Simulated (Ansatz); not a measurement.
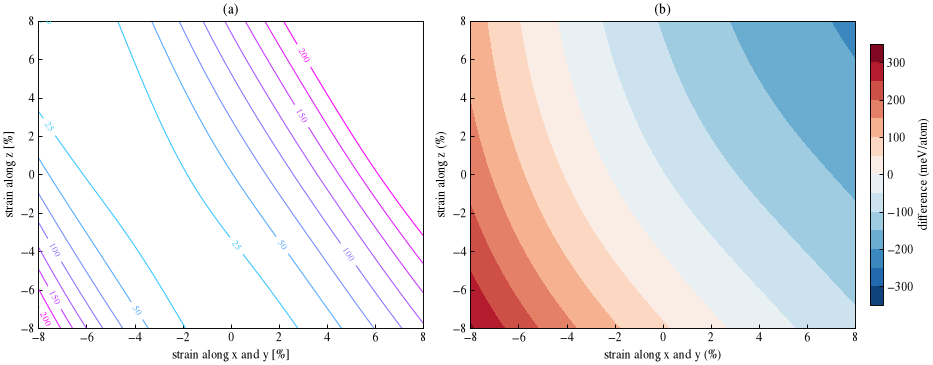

Ag (Im-3m, No. 229; 1 atom in the cell). The cell is strained homogeneously, by one strain along x and y and another along z, with fractional coordinates fixed (x, y and z along the cube axes). Coordinates scanned: (1) strain along x and y; (2) strain along z. Grid: 5 × 5 points. All energies are given in meV/atom relative to each map's own lowest point. The reference cell is the one listed in the database, not relaxed at this level. Computed with DFT PBEsol, scalar-relativistic, plane waves, PAW in Ansatz. Settings: cutoff 420 eV, k-mesh 20×20×20, gaussian smearing 0.15 eV, no spin polarisation.

Panel (a): DFT PBEsol, scalar-relativistic, plane waves, PAW (Ansatz 0.2.0). Panel (b): the map at DFT r2SCAN, scalar-relativistic, plane waves, PAW in Ansatz less the map of (a), each from its own lowest point.

> How does the change of method alter the landscape?

The difference runs from −210 meV/atom at strain along x and y = 8 %, strain along z = 8 % to 306 meV/atom at strain along x and y = −8 %, strain along z = −8 %.
